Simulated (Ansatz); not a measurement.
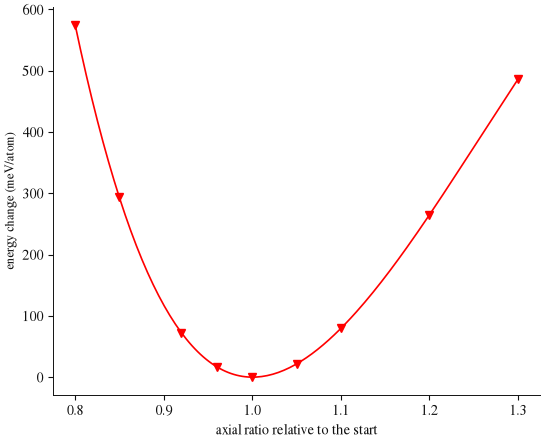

Plotted: energy change against relative axial ratio for SiGe, space group P6_3mc (No. 186).

Starting cell:
```xyz
4
Lattice="3.9045 0.0000 0.0000 -1.9522 3.3814 0.0000 0.0000 0.0000 6.4508" Properties=species:S:1:pos:R:3 pbc="T T T"
Si    1.9522    1.1271    5.6419
Si    0.0000    2.2542    2.4165
Ge    1.9522    1.1271    3.2279
Ge    0.0000    2.2542    0.0025
```

Computed with Ansatz 0.2.0: deformation of a crystal at fixed volume, lengths along the axis scaled against those across it, fractional coordinates fixed, by plane-wave density functional theory with PAW datasets, free energies less that of the undisturbed cell; scalar-relativistic. Level: r2SCAN, no spin polarisation.

- wave cutoff: 500 eV
- k mesh: 12×12×6
- occupations: Gaussian
- smearing width: 0.05 eV
- k shift: (0, 0, 0) (mesh steps)
- start: as given
- path: axial
- axis direction: (0, 0, 1) (Cartesian unit vector)

Where is the energy change lowest, and are there other minima?

Answer. The lowest computed point is at relative axial ratio 1.00 (0 meV/atom), and no other minimum shows.

Limits of the calculation: gap closes along the scan on a mesh chosen for the insulator; reference crystal is not relaxed; shape and atomic fractions are frozen while scaling, which makes layered, chain and framework solids too stiff.
